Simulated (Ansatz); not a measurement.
## SnSe: a changed input and its effect

System: SnSe (Pnma, 8 atoms in the cell).
Method of the first run: Kohn-Sham DFT of a periodic cell, RPBE, Ansatz PAW, no spin polarisation (Ansatz 0.2.0).

The structure derives from an entry of the Crystallography Open Database. Text and figures count atoms from 1; the logs count them from 0 in places.

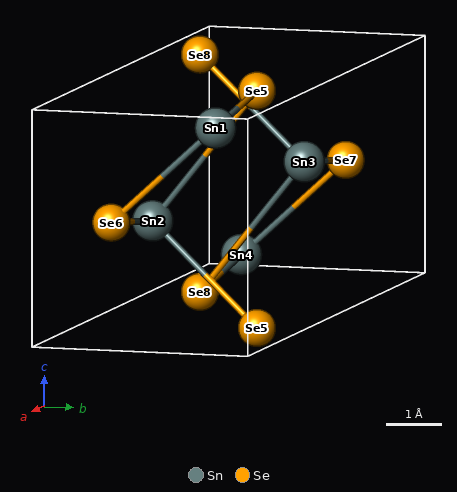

The structure as given in the input (ball-and-stick view of the cell of the calculation, seen slightly off an axis; atoms are numbered from 1 in the order of the input).

Input, the first run:
```yaml
crystal:
  lattice:
    - [11.2656567555, 0.0, 0.0]
    - [0.0, 4.1333714366, 0.0]
    - [0.0, 0.0, 4.3997223406]
  atoms:
    - { symbol: Sn, position: [0.877, 0.75, 0.909] }
    - { symbol: Sn, position: [0.623, 0.25, 0.409] }
    - { symbol: Sn, position: [0.377, 0.75, 0.591] }
    - { symbol: Sn, position: [0.123, 0.25, 0.091] }
    - { symbol: Se, position: [0.643, 0.75, 0.984] }
    - { symbol: Se, position: [0.857, 0.25, 0.484] }
    - { symbol: Se, position: [0.143, 0.75, 0.516] }
    - { symbol: Se, position: [0.357, 0.25, 0.016] }
hamiltonian:
  xc: rpbe
  pseudopotentials: { kind: paw }
kpoints:
  mp_grid: { grid: [3, 6, 6] }
scf:
  occupations: { method: fermi_dirac, width: 0.05 }
output:
  forces: true
  stress: true
  eigenvalues: true
  write_density: true
  write_potential: true
  elf: true
  volumetric_format: npy
```

Launched with:
```bash
ansatz run input.yaml --threads 2 --pin off --max-ram 5120MiB --backend cpu --events-out ev --progress --plain --runs-dir out
```

Hardware: 2 threads of Arm Neoverse V1, 24 GiB of memory available, shared host.

Output, shortened to warnings, some set-up lines, iterations and results (the first run):
```
Basis set: ecut = 420 eV, 3979 PW (Γ), exchange–correlation on 160×60×60 points (8 copies of the dense FFT grid, shifted against one another)
Symmetry: 8 space group operations
k-points: 32 of 108
Initial density: superposition of atomic densities (neutral atoms: chi_scale 0, normalization atom), corrected by the library's trained network
[...]
SCF iter   1: F=—  HF=-46034.508118 eV  |F-HF|=—  |Δ(HF+E_count)|=         —  Δρ=2.74e-3  dr2=9.84e-3  ethr=1.77e-3  ⟨swp⟩=6.7  Hψ=8761  notcnv=0  defer=15
SCF iter   2: F=—  HF=-46034.504516 eV  |F-HF|=—  |Δ(HF+E_count)|=   3.60e-3  Δρ=1.23e-3  dr2=2.51e-3  ethr=8.20e-6  ⟨swp⟩=2.0  Hψ=4607  notcnv=0  defer=77
SCF iter   3: F=—  HF=-46034.505018 eV  |F-HF|=—  |Δ(HF+E_count)|=   5.02e-4  Δρ=5.27e-4  dr2=5.27e-4  ethr=2.10e-6  ⟨swp⟩=2.1  Hψ=2607  notcnv=0  defer=77
SCF iter   4: F=—  HF=-46034.505163 eV  |F-HF|=—  |Δ(HF+E_count)|=   1.46e-4  Δρ=6.99e-5  dr2=9.75e-6  ethr=4.39e-7  ⟨swp⟩=2.0  Hψ=2802  notcnv=0  defer=77
SCF iter   5: F=—  HF=-46034.505273 eV  |F-HF|=—  |Δ(HF+E_count)|=   1.10e-4  Δρ=3.15e-5  dr2=2.06e-6  ethr=8.13e-9  ⟨swp⟩=2.0  Hψ=4084  notcnv=0  defer=77
SCF iter   6: F=—  HF=-46034.505274 eV  |F-HF|=—  |Δ(HF+E_count)|=   1.34e-6  Δρ=8.61e-6  dr2=1.58e-7  ethr=1.72e-9  ⟨swp⟩=2.0  Hψ=4082  notcnv=0  defer=77
SCF iter   7: F=-46034.505275 eV  HF=-46034.505275 eV  |F-HF|=2.67e-9  |Δ(HF+E_count)|=   2.42e-7  Δρ=1.97e-6  dr2=9.18e-9  ethr=8.33e-11  ⟨swp⟩=13.9  Hψ=16812  notcnv=0
SCF 1 converged in 7 iterations: F = -46034.505275 eV  dr2 = 9.18e-9
SCF converged after 7 iterations
Free energy (F): -46034.505275 eV
Harris-Foulkes:  -46034.505275 eV  (|F-HF|=2.67e-9)
Internal energy: -46034.505184 eV  (E = F + TS)
E sigma→0 (E₀):  -46034.505229 eV
Entropy (-TS):   -0.000091 eV (-0.011 meV/atom)
Fermi energy:    10.116773 eV
--- Per-component energies (eV) ---
  E_band       = -1801.907959
  E_kinetic    = 1220.335570
  E_local      = -12999.775838  (includes V_loc(G=0)·N_el)
  E_nonlocal   = -2523.313925
  E_hartree    = 6900.264511
  E_xc         = -1955.338711
  E_vxc        = -779.399301  (∫ρ·V_xc dr)
  E_paw        = -24234.373941  (= ΣΔE_a)
  E_vpaw       = -520.275926  (= ΣTr[D̂ρ^β])
  E_aug_tail   = -0.002370  (compensation charges beyond the density's cutoff)
  E_ewald      = -12441.307193
  E_core_change = -0.993287  (= ΣΔE_core)
  E_smearing   = -0.000091  (= −TS)
  E_closure    = -0.000000  (closes the sum)
  Σ components = -46034.505275   (vs F -46034.505275, Δ=0.00e0)
--- Forces (eV/Å), atoms counted from 1 ---
  atom   1  Sn     0.60183016     0.00000000     0.12742695
  atom   2  Sn    -0.60183016     0.00000000     0.12742695
  atom   3  Sn     0.60183016     0.00000000    -0.12742695
  atom   4  Sn    -0.60183016     0.00000000    -0.12742695
  atom   5  Se    -0.46370030     0.00000000    -0.09148131
  atom   6  Se     0.46370030     0.00000000    -0.09148131
  atom   7  Se    -0.46370030     0.00000000     0.09148131
  atom   8  Se     0.46370030     0.00000000     0.09148131
  max |Σ_I F_I| component: 5.55e-17 eV/Å
--- Stress (GPa, compression-positive) ---
        8.907791       0.000000       0.000000
        0.000000       5.747924       0.000000
        0.000000       0.000000       5.518082
  P = ⅓ Tr σ = 6.7246 GPa (67.246 kbar)
```

The input of the second run differs as follows (lines with − go, lines with + come):
```diff
-    - [11.2656567555, 0.0, 0.0]
-    - [0.0, 4.1333714366, 0.0]
-    - [0.0, 0.0, 4.3997223406]
+    - [11.1868733615, 0.0, 0.0]
+    - [0.0, 4.1044657955, 0.0]
+    - [0.0, 0.0, 4.3689540449]
```

How does the second run compare with the first run?

With the same functional and potentials, the second run lies 24.9 meV per atom higher. The pressure goes from 6.72 to 8.26 GPa. The largest force goes from 0.615 to 0.766 eV/Å. The volume per atom goes from 25.61 to 25.08 Å³. The cell is scaled evenly with the atoms at fixed fractional positions, so −ΔP/Δ ln V estimates the bulk modulus midway between the two volumes: about 73 GPa. The number of SCF iterations is the same. The plane waves at Γ go from 3979 to 3891.

Output, shortened to warnings, some set-up lines, iterations and results (the second run):
```
Basis set: ecut = 420 eV, 3891 PW (Γ), exchange–correlation on 150×60×60 points (8 copies of the dense FFT grid, shifted against one another)
Symmetry: 8 space group operations
k-points: 32 of 108
Initial density: superposition of atomic densities (neutral atoms: chi_scale 0, normalization atom), corrected by the library's trained network
[...]
SCF iter   1: F=—  HF=-46034.309123 eV  |F-HF|=—  |Δ(HF+E_count)|=         —  Δρ=2.78e-3  dr2=9.73e-3  ethr=1.77e-3  ⟨swp⟩=6.7  Hψ=8758  notcnv=0  defer=21
SCF iter   2: F=—  HF=-46034.305334 eV  |F-HF|=—  |Δ(HF+E_count)|=   3.79e-3  Δρ=1.26e-3  dr2=2.57e-3  ethr=8.11e-6  ⟨swp⟩=2.0  Hψ=4572  notcnv=0  defer=81
SCF iter   3: F=—  HF=-46034.305805 eV  |F-HF|=—  |Δ(HF+E_count)|=   4.70e-4  Δρ=5.29e-4  dr2=5.11e-4  ethr=2.14e-6  ⟨swp⟩=2.1  Hψ=2661  notcnv=0  defer=81
SCF iter   4: F=—  HF=-46034.305933 eV  |F-HF|=—  |Δ(HF+E_count)|=   1.28e-4  Δρ=7.10e-5  dr2=9.59e-6  ethr=4.26e-7  ⟨swp⟩=2.0  Hψ=2798  notcnv=0  defer=81
SCF iter   5: F=—  HF=-46034.306001 eV  |F-HF|=—  |Δ(HF+E_count)|=   6.85e-5  Δρ=3.10e-5  dr2=1.90e-6  ethr=7.99e-9  ⟨swp⟩=2.0  Hψ=4083  notcnv=0  defer=81
SCF iter   6: F=—  HF=-46034.306002 eV  |F-HF|=—  |Δ(HF+E_count)|=   1.13e-6  Δρ=8.32e-6  dr2=1.36e-7  ethr=1.58e-9  ⟨swp⟩=2.0  Hψ=4080  notcnv=0  defer=81
SCF iter   7: F=-46034.306002 eV  HF=-46034.306002 eV  |F-HF|=1.86e-9  |Δ(HF+E_count)|=   1.91e-7  Δρ=1.82e-6  dr2=7.63e-9  ethr=8.33e-11  ⟨swp⟩=13.9  Hψ=16293  notcnv=0
SCF 1 converged in 7 iterations: F = -46034.306002 eV  dr2 = 7.63e-9
SCF converged after 7 iterations
Free energy (F): -46034.306002 eV
Harris-Foulkes:  -46034.306002 eV  (|F-HF|=1.86e-9)
Internal energy: -46034.305909 eV  (E = F + TS)
E sigma→0 (E₀):  -46034.305956 eV
Entropy (-TS):   -0.000093 eV (-0.012 meV/atom)
Fermi energy:    10.469725 eV
--- Per-component energies (eV) ---
  E_band       = -1768.331034
  E_kinetic    = 1222.838178
  E_local      = -12859.520592  (includes V_loc(G=0)·N_el)
  E_nonlocal   = -2523.254953
  E_hartree    = 6846.510607
  E_xc         = -1956.371428
  E_vxc        = -780.892406  (∫ρ·V_xc dr)
  E_paw        = -24234.587145  (= ΣΔE_a)
  E_vpaw       = -520.515050  (= ΣTr[D̂ρ^β])
  E_aug_tail   = -0.002371  (compensation charges beyond the density's cutoff)
  E_ewald      = -12528.924919
  E_core_change = -0.993287  (= ΣΔE_core)
  E_smearing   = -0.000093  (= −TS)
  E_closure    = 0.000000  (closes the sum)
  Σ components = -46034.306002   (vs F -46034.306002, Δ=0.00e0)
--- Forces (eV/Å), atoms counted from 1 ---
  atom   1  Sn     0.74091928     0.00000000     0.19373779
  atom   2  Sn    -0.74091928     0.00000000     0.19373779
  atom   3  Sn     0.74091928     0.00000000    -0.19373779
  atom   4  Sn    -0.74091928     0.00000000    -0.19373779
  atom   5  Se    -0.56795389     0.00000000    -0.14747638
  atom   6  Se     0.56795389     0.00000000    -0.14747638
  atom   7  Se    -0.56795389     0.00000000     0.14747638
  atom   8  Se     0.56795389     0.00000000     0.14747638
  max |Σ_I F_I| component: 0.00e0 eV/Å
--- Stress (GPa, compression-positive) ---
       10.640764       0.000000       0.000000
        0.000000       7.207359       0.000000
        0.000000       0.000000       6.936252
  P = ⅓ Tr σ = 8.2615 GPa (82.615 kbar)
```

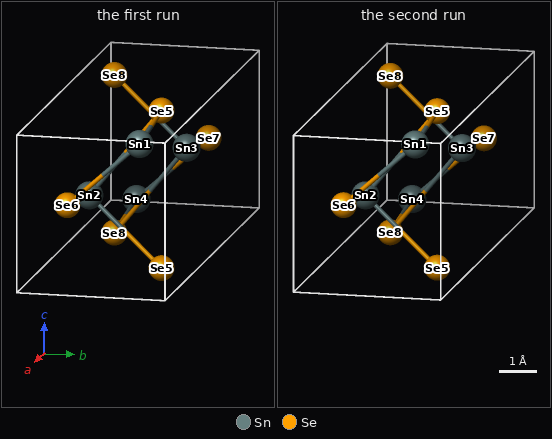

The two input geometries at one scale (ball-and-stick view of the cell of the calculation, seen slightly off an axis). The atoms keep their places relative to the cell (all moves are under 0.005 Å). Cell: a 11.266 → 11.187 Å (−0.7 %), b 4.133 → 4.104 Å (−0.7 %), c 4.400 → 4.369 Å (−0.7 %). Volume −2.1 %. Among the contacts that change: Sn1–Se6 3.274 → 3.252 Å, Sn1–Se5 2.657 → 2.638 Å.

The two runs side by side:

```csv
quantity,the first run,the second run
outcome,converged,converged
free energy per atom (eV),−5754.3132,−5754.2883
gap on the mesh (eV),0.57,0.57
pressure (GPa),6.72,8.26
volume per atom (Å³),25.61,25.08
largest force (eV/Å),0.615,0.766
SCF iterations,7,7
irreducible k-points,32,32
plane waves at Γ,3979,3891
wall time (shared host),23 s,23 s
```

For both runs: Points of doubt noted for this run: forces on files of another functional. For the first run: The cell is under a pressure of 6.7 GPa at this level, so it is not at its equilibrium volume. For the second run: The cell is under a pressure of 8.3 GPa at this level, so it is not at its equilibrium volume.
